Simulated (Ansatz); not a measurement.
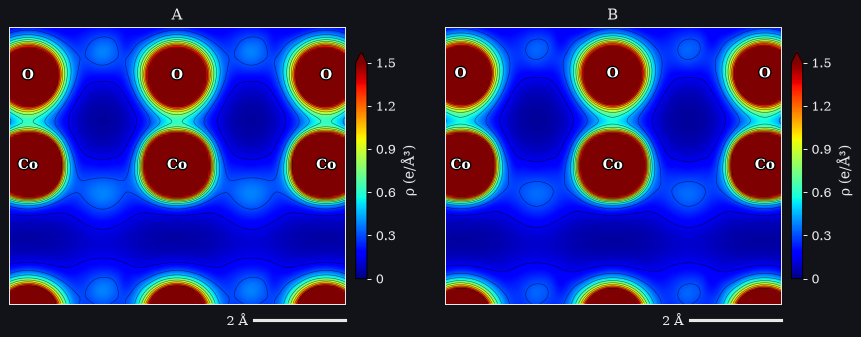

CoO. The valence pseudo-density of two cells that differ in size, on the (100) plane of each (indices in the axes of the calculation cell), at one length scale and on one colour scale; one has 12.4 and the other 13.1 Å³ an atom.

Level of theory: DFT PBE+U, scalar-relativistic, plane waves, PAW (Ansatz 0.2.0).

Core electrons are frozen (PAW), and the valence fields are smoothed inside the atomic spheres.

The larger cell:

```
Co O
1.0
     3.35197    0.00000    0.00000
    -1.67598    2.90289    0.00000
     0.00000    0.00000    5.39225
Co O
2 2
Direct
  0.00000 0.00000 0.00036
  0.33333 0.66667 0.50036
  0.00000 0.00000 0.37464
  0.33333 0.66667 0.87464
```

The smaller cell: a = 3.285 Å, b = 3.285 Å, c = 5.295 Å, α = 90.00°, β = 90.00°, γ = 120.00°.

**Which panel shows the smaller cell, and what does the compression change?**

Panel A is the smaller cell, by 6 % in volume. From the larger cell to the smaller, Co–O goes from 2.02 to 1.98 Å, and the density at its midpoint from 0.57 to 0.62 e/Å³; the pressure goes from −7 to 0.0 GPa.
